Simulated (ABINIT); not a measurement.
Geometry relaxation, with input and output: Au (part 2 of 2)

The same run, continued: Au (Fm-3m, 1 atom in the cell); Kohn-Sham DFT of a periodic cell, PBE, Ansatz PAW PBE generated set soft_1, frozen core, no spin polarisation (ABINIT 10.8.3); cutoff 419.06 eV, 8×8×8 k-mesh, fermi-dirac of 0.05 eV. The structure derives from an entry of the Crystallography Open Database.

Geometry of the input (Å; fractional positions):
```
0.0000  2.0350  2.0350
2.0350  0.0000  2.0350
2.0350  2.0350  0.0000
Au 0.0000  0.0000  0.0000
```

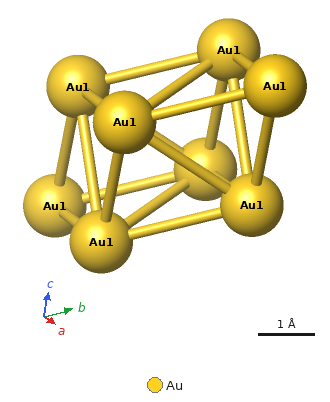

Fig. 1: The geometry at step 2 of the log (ball-and-stick view of the cell of the calculation, seen slightly off an axis; atoms are numbered from 1 in the order of the input).

### The program's output, continued
```
 Difference of energy with previous step (new-old):
           Absolute (Ha)=-1.18388E-03
           Relative     =-8.59644E-06

--- Iteration: ( 3/50) Internal Cycle: (1/1)
--------------------------------------------------------------------------------

---SELF-CONSISTENT-FIELD CONVERGENCE--------------------------------------------

--- !BeginCycle
iteration_state: {dtset: 1, itime: 3, icycle: 1, }
solver: {iscf: 17, nstep: 80, nline: 4, wfoptalg: 10, }
tolerances: {tolvrs: 1.00E-10, }
...

     iter   Etot(hartree)      deltaE(h)  residm     nres2
 ETOT  1  -137.73239644014    -1.377E+02 4.298E-05 3.984E+00
 ETOT  2  -137.72078592525     1.161E-02 2.515E-05 8.439E-01
 ETOT  3  -137.71854627948     2.240E-03 1.659E-04 1.153E-02
 ETOT  4  -137.71858955645    -4.328E-05 2.565E-06 5.199E-04
 ETOT  5  -137.71859257851    -3.022E-06 2.222E-07 4.493E-05
 ETOT  6  -137.71859262861    -5.010E-08 1.129E-07 1.190E-06
 ETOT  7  -137.71859263352    -4.910E-09 2.386E-08 2.319E-08
 ETOT  8  -137.71859263358    -5.178E-11 1.160E-08 4.462E-10
 ETOT  9  -137.71859263358    -5.599E-12 3.936E-09 1.810E-11

 At SCF step    9       nres2   =  1.81E-11 < tolvrs=  1.00E-10 =>converged.

 Cartesian components of stress tensor (hartree/bohr^3)
  sigma(1 1)= -1.75483950E-05  sigma(3 2)=  0.00000000E+00
  sigma(2 2)= -1.75483950E-05  sigma(3 1)=  0.00000000E+00
  sigma(3 3)= -1.75483950E-05  sigma(2 1)=  0.00000000E+00

--- !ResultsGS
iteration_state: {dtset: 1, itime: 3, icycle: 1, }
comment   : Summary of ground state results
lattice_vectors:
- [  0.0000000,   3.9275036,   3.9275036, ]
- [  3.9275036,   0.0000000,   3.9275036, ]
- [  3.9275036,   3.9275036,   0.0000000, ]
lattice_lengths: [   5.55433,    5.55433,    5.55433, ]
lattice_angles: [ 60.000,  60.000,  60.000, ] # degrees, (23, 13, 12)
lattice_volume:   1.2116572E+02
convergence: {deltae: -5.599E-12, res2:  1.810E-11, residm:  3.936E-09, diffor: null, }
etotal    :  -1.37718593E+02
entropy   :   0.00000000E+00
fermie    :   2.79924603E-01
cartesian_stress_tensor: # hartree/bohr^3
- [ -1.75483950E-05,   0.00000000E+00,   0.00000000E+00, ]
- [  0.00000000E+00,  -1.75483950E-05,   0.00000000E+00, ]
- [  0.00000000E+00,   0.00000000E+00,  -1.75483950E-05, ]
pressure_GPa:   5.1629E-01
xred      :
- [  0.0000E+00,   0.0000E+00,   0.0000E+00, Au]
cartesian_forces: # hartree/bohr
- [ -0.00000000E+00,  -0.00000000E+00,  -0.00000000E+00, ]
force_length_stats: {min:   0.00000000E+00, max:   0.00000000E+00, mean:   0.00000000E+00, }
...

 Integrated electronic density in atomic spheres:
 ------------------------------------------------
 Atom  Sphere_radius  Integrated_density
    1        2.63806         17.82853762

---OUTPUT-----------------------------------------------------------------------

 Cartesian coordinates (xcart) [bohr]
  0.00000000000000E+00  0.00000000000000E+00  0.00000000000000E+00
 Reduced coordinates (xred)
  0.00000000000000E+00  0.00000000000000E+00  0.00000000000000E+00
 Cartesian forces (fcart) [Ha/bohr]; max,rms= 0.00000E+00 0.00000E+00 (free atoms)
 -0.00000000000000E+00 -0.00000000000000E+00 -0.00000000000000E+00
 Gradient of E wrt nuclear positions in reduced coordinates (gred)
  0.00000000000000E+00  0.00000000000000E+00  0.00000000000000E+00
 Scale of Primitive Cell (acell) [bohr]
  5.55432880851252E+00  5.55432880851252E+00  5.55432880851252E+00
 Real space primitive translations (rprimd) [bohr]
  0.00000000000000E+00  3.92750356543900E+00  3.92750356543900E+00
  3.92750356543900E+00  0.00000000000000E+00  3.92750356543900E+00
  3.92750356543900E+00  3.92750356543900E+00  0.00000000000000E+00
 Unitary Cell Volume (ucvol) [Bohr^3]=  1.21165717830911E+02
 Angles (23,13,12)= [degrees]
  6.00000000000000E+01  6.00000000000000E+01  6.00000000000000E+01
 Lengths [Bohr]
  5.55432880851252E+00  5.55432880851252E+00  5.55432880851252E+00
 Stress tensor in cartesian coordinates (strten) [Ha/bohr^3]
 -1.75483950407701E-05  0.00000000000000E+00  0.00000000000000E+00
  0.00000000000000E+00 -1.75483950407840E-05  0.00000000000000E+00
  0.00000000000000E+00  0.00000000000000E+00 -1.75483950407840E-05
 Total energy (etotal) [Ha]= -1.37718592633582E+02

 Difference of energy with previous step (new-old):
           Absolute (Ha)=-2.92941E-04
           Relative     =-2.12710E-06

--- Iteration: ( 4/50) Internal Cycle: (1/1)
--------------------------------------------------------------------------------

---SELF-CONSISTENT-FIELD CONVERGENCE--------------------------------------------

--- !BeginCycle
iteration_state: {dtset: 1, itime: 4, icycle: 1, }
solver: {iscf: 17, nstep: 80, nline: 4, wfoptalg: 10, }
tolerances: {tolvrs: 1.00E-10, }
...

     iter   Etot(hartree)      deltaE(h)  residm     nres2
 ETOT  1  -137.71879190936    -1.377E+02 6.312E-07 5.532E-02
 ETOT  2  -137.71862534249     1.666E-04 3.218E-07 1.139E-02
 ETOT  3  -137.71859566735     2.968E-05 2.217E-06 1.693E-04
 ETOT  4  -137.71859625723    -5.899E-07 3.108E-08 8.760E-06
 ETOT  5  -137.71859630031    -4.308E-08 9.692E-10 6.901E-07
 ETOT  6  -137.71859630131    -1.001E-09 1.487E-10 1.640E-08
 ETOT  7  -137.71859630139    -7.441E-11 5.682E-11 3.594E-10
 ETOT  8  -137.71859630139    -1.904E-12 6.396E-12 4.148E-12

 At SCF step    8       nres2   =  4.15E-12 < tolvrs=  1.00E-10 =>converged.

 Cartesian components of stress tensor (hartree/bohr^3)
  sigma(1 1)= -1.21990553E-06  sigma(3 2)=  0.00000000E+00
  sigma(2 2)= -1.21990553E-06  sigma(3 1)=  0.00000000E+00
  sigma(3 3)= -1.21990553E-06  sigma(2 1)=  0.00000000E+00

--- !ResultsGS
iteration_state: {dtset: 1, itime: 4, icycle: 1, }
comment   : Summary of ground state results
lattice_vectors:
- [  0.0000000,   3.9317440,   3.9317440, ]
- [  3.9317440,   0.0000000,   3.9317440, ]
- [  3.9317440,   3.9317440,   0.0000000, ]
lattice_lengths: [   5.56033,    5.56033,    5.56033, ]
lattice_angles: [ 60.000,  60.000,  60.000, ] # degrees, (23, 13, 12)
lattice_volume:   1.2155860E+02
convergence: {deltae: -1.904E-12, res2:  4.148E-12, residm:  6.396E-12, diffor: null, }
etotal    :  -1.37718596E+02
entropy   :   0.00000000E+00
fermie    :   2.78091996E-01
cartesian_stress_tensor: # hartree/bohr^3
- [ -1.21990553E-06,   0.00000000E+00,   0.00000000E+00, ]
- [  0.00000000E+00,  -1.21990553E-06,   0.00000000E+00, ]
- [  0.00000000E+00,   0.00000000E+00,  -1.21990553E-06, ]
pressure_GPa:   3.5891E-02
xred      :
- [  0.0000E+00,   0.0000E+00,   0.0000E+00, Au]
cartesian_forces: # hartree/bohr
- [ -0.00000000E+00,  -0.00000000E+00,  -0.00000000E+00, ]
force_length_stats: {min:   0.00000000E+00, max:   0.00000000E+00, mean:   0.00000000E+00, }
...

 Integrated electronic density in atomic spheres:
 ------------------------------------------------
 Atom  Sphere_radius  Integrated_density
    1        2.63806         17.80364607

---OUTPUT-----------------------------------------------------------------------

 Cartesian coordinates (xcart) [bohr]
  0.00000000000000E+00  0.00000000000000E+00  0.00000000000000E+00
 Reduced coordinates (xred)
  0.00000000000000E+00  0.00000000000000E+00  0.00000000000000E+00
 Cartesian forces (fcart) [Ha/bohr]; max,rms= 0.00000E+00 0.00000E+00 (free atoms)
 -0.00000000000000E+00 -0.00000000000000E+00 -0.00000000000000E+00
 Gradient of E wrt nuclear positions in reduced coordinates (gred)
  0.00000000000000E+00  0.00000000000000E+00  0.00000000000000E+00
 Scale of Primitive Cell (acell) [bohr]
  5.56032572095068E+00  5.56032572095068E+00  5.56032572095068E+00
 Real space primitive translations (rprimd) [bohr]
  0.00000000000000E+00  3.93174402289021E+00  3.93174402289021E+00
  3.93174402289021E+00  0.00000000000000E+00  3.93174402289021E+00
  3.93174402289021E+00  3.93174402289021E+00  0.00000000000000E+00
 Unitary Cell Volume (ucvol) [Bohr^3]=  1.21558603286733E+02
 Angles (23,13,12)= [degrees]
  6.00000000000000E+01  6.00000000000000E+01  6.00000000000000E+01
 Lengths [Bohr]
  5.56032572095068E+00  5.56032572095068E+00  5.56032572095068E+00
 Stress tensor in cartesian coordinates (strten) [Ha/bohr^3]
 -1.21990552653939E-06  0.00000000000000E+00  0.00000000000000E+00
  0.00000000000000E+00 -1.21990552655327E-06  0.00000000000000E+00
  0.00000000000000E+00  0.00000000000000E+00 -1.21990552653939E-06
 Total energy (etotal) [Ha]= -1.37718596301387E+02

 Difference of energy with previous step (new-old):
           Absolute (Ha)=-3.66781E-06
           Relative     =-2.66326E-08

--- Iteration: ( 5/50) Internal Cycle: (1/1)
--------------------------------------------------------------------------------

---SELF-CONSISTENT-FIELD CONVERGENCE--------------------------------------------

--- !BeginCycle
iteration_state: {dtset: 1, itime: 5, icycle: 1, }
solver: {iscf: 17, nstep: 80, nline: 4, wfoptalg: 10, }
tolerances: {tolvrs: 1.00E-10, }
...

     iter   Etot(hartree)      deltaE(h)  residm     nres2
 ETOT  1  -137.71859741562    -1.377E+02 3.627E-09 3.093E-04
 ETOT  2  -137.71859648051     9.351E-07 1.782E-09 6.339E-05
 ETOT  3  -137.71859631585     1.647E-07 1.235E-08 9.526E-07
 ETOT  4  -137.71859631912    -3.271E-09 1.701E-10 5.014E-08
 ETOT  5  -137.71859631936    -2.396E-10 2.938E-12 3.902E-09
 ETOT  6  -137.71859631937    -6.196E-12 6.174E-13 9.152E-11

 At SCF step    6       nres2   =  9.15E-11 < tolvrs=  1.00E-10 =>converged.

 Cartesian components of stress tensor (hartree/bohr^3)
  sigma(1 1)= -5.37873918E-08  sigma(3 2)=  0.00000000E+00
  sigma(2 2)= -5.37873918E-08  sigma(3 1)=  0.00000000E+00
  sigma(3 3)= -5.37873918E-08  sigma(2 1)=  0.00000000E+00

--- !ResultsGS
iteration_state: {dtset: 1, itime: 5, icycle: 1, }
comment   : Summary of ground state results
lattice_vectors:
- [  0.0000000,   3.9320619,   3.9320619, ]
- [  3.9320619,   0.0000000,   3.9320619, ]
- [  3.9320619,   3.9320619,   0.0000000, ]
lattice_lengths: [   5.56078,    5.56078,    5.56078, ]
lattice_angles: [ 60.000,  60.000,  60.000, ] # degrees, (23, 13, 12)
lattice_volume:   1.2158809E+02
convergence: {deltae: -6.196E-12, res2:  9.152E-11, residm:  6.174E-13, diffor: null, }
etotal    :  -1.37718596E+02
entropy   :   0.00000000E+00
fermie    :   2.77955064E-01
cartesian_stress_tensor: # hartree/bohr^3
- [ -5.37873918E-08,   0.00000000E+00,   0.00000000E+00, ]
- [  0.00000000E+00,  -5.37873918E-08,   0.00000000E+00, ]
- [  0.00000000E+00,   0.00000000E+00,  -5.37873918E-08, ]
pressure_GPa:   1.5825E-03
xred      :
- [  0.0000E+00,   0.0000E+00,   0.0000E+00, Au]
cartesian_forces: # hartree/bohr
- [ -0.00000000E+00,  -0.00000000E+00,  -0.00000000E+00, ]
force_length_stats: {min:   0.00000000E+00, max:   0.00000000E+00, mean:   0.00000000E+00, }
...

 Integrated electronic density in atomic spheres:
 ------------------------------------------------
 Atom  Sphere_radius  Integrated_density
    1        2.63806         17.80391479

---OUTPUT-----------------------------------------------------------------------

 Cartesian coordinates (xcart) [bohr]
  0.00000000000000E+00  0.00000000000000E+00  0.00000000000000E+00
 Reduced coordinates (xred)
  0.00000000000000E+00  0.00000000000000E+00  0.00000000000000E+00
 Cartesian forces (fcart) [Ha/bohr]; max,rms= 0.00000E+00 0.00000E+00 (free atoms)
 -0.00000000000000E+00 -0.00000000000000E+00 -0.00000000000000E+00
 Gradient of E wrt nuclear positions in reduced coordinates (gred)
  0.00000000000000E+00  0.00000000000000E+00  0.00000000000000E+00
 Scale of Primitive Cell (acell) [bohr]
  5.56077531345067E+00  5.56077531345067E+00  5.56077531345067E+00
 Real space primitive translations (rprimd) [bohr]
  0.00000000000000E+00  3.93206193279572E+00  3.93206193279572E+00
  3.93206193279572E+00  0.00000000000000E+00  3.93206193279572E+00
  3.93206193279572E+00  3.93206193279572E+00  0.00000000000000E+00
 Unitary Cell Volume (ucvol) [Bohr^3]=  1.21588092344499E+02
 Angles (23,13,12)= [degrees]
  6.00000000000000E+01  6.00000000000000E+01  6.00000000000000E+01
 Lengths [Bohr]
  5.56077531345067E+00  5.56077531345067E+00  5.56077531345067E+00
 Stress tensor in cartesian coordinates (strten) [Ha/bohr^3]
 -5.37873918043941E-08  0.00000000000000E+00  0.00000000000000E+00
  0.00000000000000E+00 -5.37873918460274E-08  0.00000000000000E+00
  0.00000000000000E+00  0.00000000000000E+00 -5.37873918043941E-08
 Total energy (etotal) [Ha]= -1.37718596319367E+02

 Difference of energy with previous step (new-old):
           Absolute (Ha)=-1.79798E-08
           Relative     =-1.30555E-10

 At Broyd/MD step   5, gradients are converged :
  max grad (force/stress) = 5.3787E-06 < tolmxf= 2.0000E-05 ha/bohr (free atoms)

================================================================================

 ----iterations are completed or convergence reached----

 Mean square residual over all n,k,spin=   13.877E-14; max=  61.739E-14
 reduced coordinates (array xred) for    1 atoms
       0.000000000000      0.000000000000      0.000000000000
 rms dE/dt=  0.0000E+00; max dE/dt=  0.0000E+00; dE/dt below (all hartree)
    1       0.000000000000      0.000000000000      0.000000000000

 cartesian coordinates (angstrom) at end:
    1      0.00000000000000     0.00000000000000     0.00000000000000

 cartesian forces (hartree/bohr) at end:
    1     -0.00000000000000    -0.00000000000000    -0.00000000000000
 frms,max,avg= 0.0000000E+00 0.0000000E+00   0.000E+00  0.000E+00  0.000E+00 h/b

 cartesian forces (eV/Angstrom) at end:
    1     -0.00000000000000    -0.00000000000000    -0.00000000000000
 frms,max,avg= 0.0000000E+00 0.0000000E+00   0.000E+00  0.000E+00  0.000E+00 e/A
 length scales=  5.560775313451  5.560775313451  5.560775313451 bohr
              =  2.942635568834  2.942635568834  2.942635568834 angstroms
 Fermi (or HOMO) energy (hartree) =   0.27796   Average Vxc (hartree)=  -0.46025
 Eigenvalues (hartree) for nkpt=  29  k points:
 kpt#   1, nband= 14, wtk=  0.00195, kpt=  0.0000  0.0000  0.0000 (reduced coord)
  -3.58954   -1.79926   -1.79926   -1.79926   -0.06078    0.11942    0.11942    0.11942
   0.17009    0.17009    0.81552    0.95064    0.95064    0.95064
      occupation numbers for kpt#   1
   2.00000    2.00000    2.00000    2.00000    2.00000    2.00000    2.00000    2.00000
   2.00000    2.00000    0.00000    0.00000    0.00000    0.00000
 prteigrs : prtvol=0 or 1, do not print more k-points.

--- !EnergyTerms
iteration_state     : {dtset: 1, itime: 5, icycle: 1, }
comment             : Components of total free energy in Hartree
kinetic             :  2.12178340900230E+01
hartree             :  2.81599432201997E+01
xc                  : -7.89942963366980E+00
Ewald energy        : -1.05233287079629E+02
psp_core            :  7.98196618736269E+00
local_psp           : -7.34977342790225E+01
PAW spherical_terms : -8.44771434918983E+00
internal            : -1.37718421843925E+02
'-kT*entropy'       : -1.73120989625000E-04
total_energy        : -1.37718594964915E+02
total_energy_eV     : -3.74751388084412E+03
...

--- !EnergyTermsDC
iteration_state     : {dtset: 1, itime: 5, icycle: 1, }
comment             : '"Double-counting" decomposition of free energy'
band_energy         : -1.65087166925782E+01
Ewald energy        : -1.05233287079629E+02
psp_core            :  7.98196618736269E+00
xc_dc               : -2.64679955157841E+01
PAW spherical_terms :  2.50960990225069E+00
internal            : -1.37718423198378E+02
'-kT*entropy'       : -1.73120989625000E-04
total_energy_dc     : -1.37718596319367E+02
total_energy_dc_eV  : -3.74751391770064E+03
...

--- !EnergyTermsWithPAWCore
iteration_state     : {dtset: 1, itime: 5, icycle: 1, }
comment             : 'Components of total free energy, including PAW core contributions'
Total energy        : -1.67903879714477E+04
Total energy DC     : -1.67903879728021E+04
Total energy (eV)   : -4.56889732310936E+05
Total energy DC (eV): -4.56889732347793E+05
...

 Cartesian components of stress tensor (hartree/bohr^3)
  sigma(1 1)= -5.37873918E-08  sigma(3 2)=  0.00000000E+00
  sigma(2 2)= -5.37873918E-08  sigma(3 1)=  0.00000000E+00
  sigma(3 3)= -5.37873918E-08  sigma(2 1)=  0.00000000E+00

-Cartesian components of stress tensor (GPa)         [Pressure=  1.5825E-03 GPa]
- sigma(1 1)= -1.58247970E-03  sigma(3 2)=  0.00000000E+00
- sigma(2 2)= -1.58247970E-03  sigma(3 1)=  0.00000000E+00
- sigma(3 3)= -1.58247970E-03  sigma(2 1)=  0.00000000E+00

== END DATASET(S) ==============================================================
================================================================================

 -outvars: echo values of variables after computation  --------
            acell      5.5607753135E+00  5.5607753135E+00  5.5607753135E+00 Bohr
           etotal     -1.3771859632E+02
            fcart     -0.0000000000E+00 -0.0000000000E+00 -0.0000000000E+00
            rprim      0.0000000000E+00  7.0710678119E-01  7.0710678119E-01
                       7.0710678119E-01  0.0000000000E+00  7.0710678119E-01
                       7.0710678119E-01  7.0710678119E-01  0.0000000000E+00
           strten     -5.3787391804E-08 -5.3787391846E-08 -5.3787391804E-08
                       0.0000000000E+00  0.0000000000E+00  0.0000000000E+00
 Calculation completed.
```

### Trajectory as extended XYZ (Å, eV, eV/Å), 5 frames, from step=0 to step=4
```
1
Lattice="0.0000 2.0350 2.0350 2.0350 0.0000 2.0350 2.0350 2.0350 0.0000" Properties=species:S:1:pos:R:3:forces:R:3 step=0 energy=-3747.47363
Au    0.0000    0.0000    0.0000    0.0000   0.0000   0.0000
1
Lattice="0.0000 2.0597 2.0597 2.0597 0.0000 2.0597 2.0597 2.0597 0.0000" Properties=species:S:1:pos:R:3:forces:R:3 step=1 energy=-3747.50585
Au    0.0000    0.0000    0.0000    0.0000   0.0000   0.0000
1
Lattice="0.0000 2.0783 2.0783 2.0783 0.0000 2.0783 2.0783 2.0783 0.0000" Properties=species:S:1:pos:R:3:forces:R:3 step=2 energy=-3747.51382
Au    0.0000    0.0000    0.0000    0.0000   0.0000   0.0000
1
Lattice="0.0000 2.0806 2.0806 2.0806 0.0000 2.0806 2.0806 2.0806 0.0000" Properties=species:S:1:pos:R:3:forces:R:3 step=3 energy=-3747.51392
Au    0.0000    0.0000    0.0000    0.0000   0.0000   0.0000
1
Lattice="0.0000 2.0808 2.0808 2.0808 0.0000 2.0808 2.0808 2.0808 0.0000" Properties=species:S:1:pos:R:3:forces:R:3 step=4 energy=-3747.51392
Au    0.0000    0.0000    0.0000    0.0000   0.0000   0.0000
```
